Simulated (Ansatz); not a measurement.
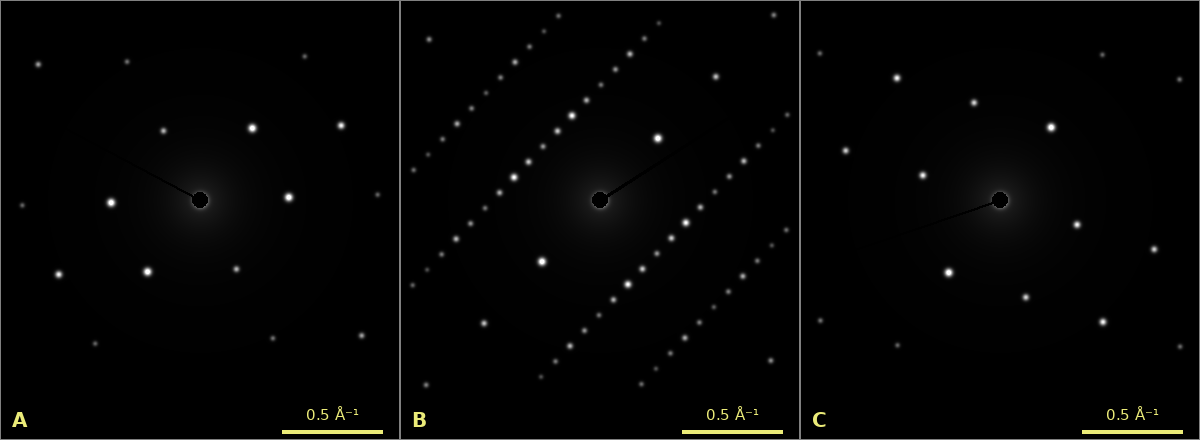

Simulated selected-area electron diffraction patterns (200 kV, kinematic approximation, thin crystal, B = 0.5 Å² for all atoms).

All three come from Ti, space group P6_3/mmc (No. 194), a = 2.955 Å, c = 9.456 Å (hexagonal axes). Structure: coordinates from a relaxation with Ansatz, DFT, revPBE, plane waves (420 eV) with PAW, scalar-relativistic; the starting structure was generated, so it need not be a known form of this composition.

**Assign the zone axes [100], [201], [311] to A, B and C.**

A is [201]: centred rectangular net of 0 1 0 at d = 2.56 Å and 1 0 -2 at d = 2.25 Å, at 63.9°. B is [100]: rectangular net of 0 0 1 (itself extinct) at d = 9.46 Å and 0 1 0 at d = 2.56 Å, at 90.0°. C is [311]: oblique net of 0 1 -1 at d = 2.47 Å and -1 1 2 at d = 2.25 Å, at 72.5°.
